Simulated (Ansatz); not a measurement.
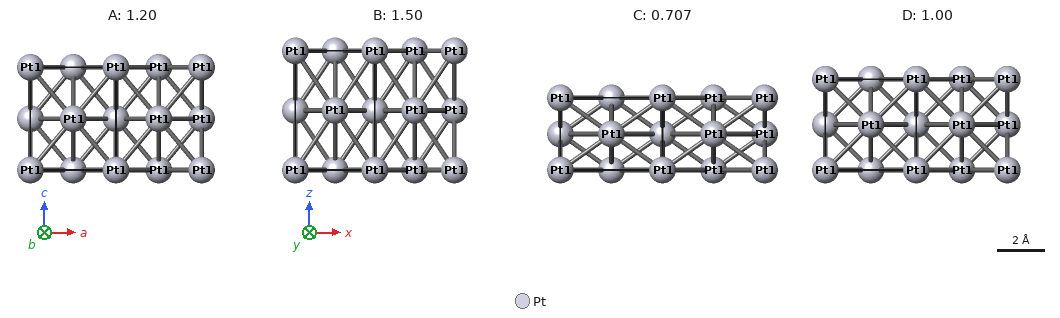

Energy scan for a crystal of Pt (Fm-3m), in which the ratio of the cell's length along z to its lengths across, counted as 1 for the reference, is changed at fixed volume (a tetragonal or Bain path), with the atoms kept at their fractional coordinates. x, y and z are the Cartesian axes of the input. Style: ball-and-stick. Shown: the conventional cell (4 times the calculation's cell), repeated 2 × 2 × 1 with one cell outlined, along the b axis. Lengths and directions refer to the drawn axes.

Level of theory: DFT r2SCAN, scalar-relativistic, plane waves, PAW (Ansatz 0.2.0). Settings: plane-wave cutoff 500 eV; k-point mesh 24 × 24 × 24; occupations gaussian; smearing width 0.15 eV; no spin polarisation. Energies (free energies at the smearing named) are counted from the cell as listed in its source, which wasn't relaxed.

Q: Rank the frames from lowest to highest energy.

A: Lowest first: D (the relative ratio 1.00, 0 meV/atom), C (the relative ratio 0.707, 106 meV/atom), A (the relative ratio 1.20, 143 meV/atom), B (the relative ratio 1.50, 902 meV/atom). Over the whole scan: of the computed points the lowest is at the relative ratio 1.00, 0 meV/atom. A local maximum lies at 0.707 (106 meV/atom). The unrelaxed reference is under a pressure of 5.4 GPa. The distortion takes the space group from Fm-3m to I4/mmm, except for Im-3m at 0.707. At the relative ratio 1.50 the cell of the drawing goes a 3.916 → 3.421 Å, b 3.916 → 3.421 Å, c 3.916 → 5.131 Å.
